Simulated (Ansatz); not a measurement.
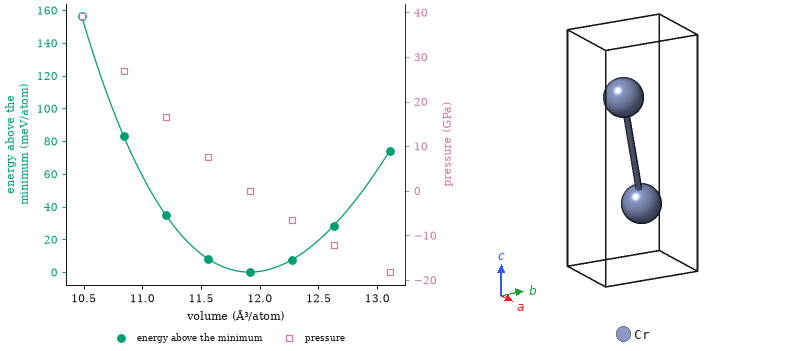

How it was computed, with Ansatz 0.2.0: third-order Birch-Murnaghan fit to density functional energies at scaled volumes of the given relaxed cell, shape and atoms relaxed at each volume; energies count from the fitted minimum; plane waves with PAW datasets, Γ-centred k mesh. Level: PBE, no spin polarisation.

```json
{"setting": "wave cutoff", "value": "420 eV"}
{"setting": "k mesh", "value": "21×21×10"}
{"setting": "occupations", "value": "Gaussian"}
{"setting": "smearing width", "value": "0.1 eV"}
```

Cell as given: a = 2.485 Å, b = 2.485 Å, c = 4.456 Å, α = 90.00°, β = 90.00°, γ = 120.00°; 2 atoms.

Figure. Energy above the minimum and pressure against volume for Cr, space group P6_3/mmc (No. 194). The conventional cell is drawn beside the plot.

A third-order Birch–Murnaghan fit gives V0 = 11.91 Å³/atom, B0 = 235 GPa and B′ = 4.1. The energy above the minimum is 156.2 meV/atom at volume 10.485 Å³/atom and 74.1 meV/atom at 13.106 Å³/atom; the lowest computed point is at volume 11.914 Å³/atom (0.0 meV/atom), in a single well. The pressure falls from 39.08 GPa at volume 10.485 Å³/atom to −18.26 GPa at 13.106 Å³/atom, and changes sign near 11.92 Å³/atom. The solid is metallic at every point.

Caveats: no spin polarisation, a magnetic state may lie lower.
